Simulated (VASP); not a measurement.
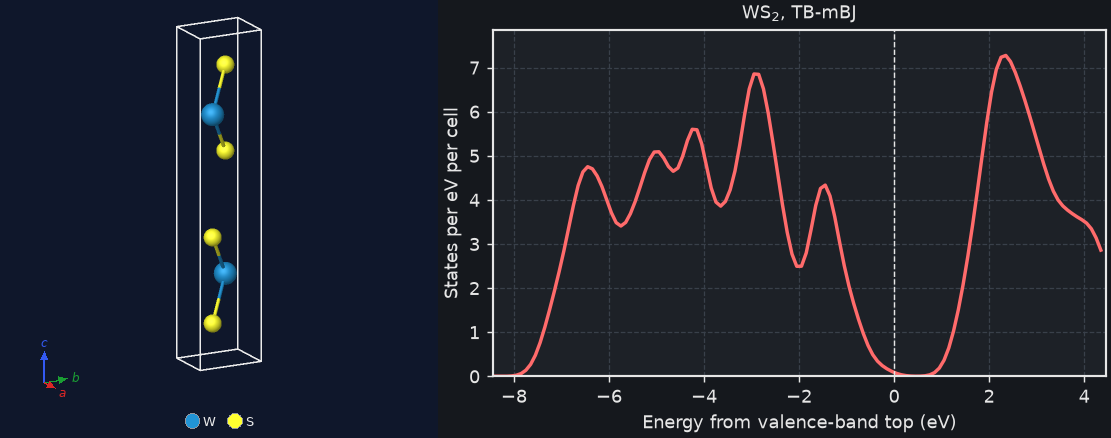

Density of states of WS2, space group P6_3/mmc (No. 194), 6 atoms in the cell (a = 3.154 Å, c = 12.142 Å (hexagonal axes)), beside the structure. VASP 6.6.1; TB-mBJ, VASP PAW PBE potentials, release 64 (W_sv, S), no spin polarisation, no spin-orbit coupling, 12×12×3 k mesh, 520 eV cutoff. Energies are counted from the top of the valence band. The DOS curve is built from the levels of the k mesh with Gaussians 0.55 eV wide, which also blur the band edges; ripples of that width can come from the mesh.

There is a gap; over the k points computed it is 1.14 eV (indirect; the smallest direct gap on the k mesh is 1.95 eV). Within the window shown, the tallest peak of the filled states lies 2.9 eV under the valence-band top, at about 6.9 states per eV and cell.

The PAW data sets were made with another functional. Spin-orbit coupling is left out, which matters for W. This is a model potential built to give gaps, with no total energy. The cell was relaxed beforehand with PBE+D3.
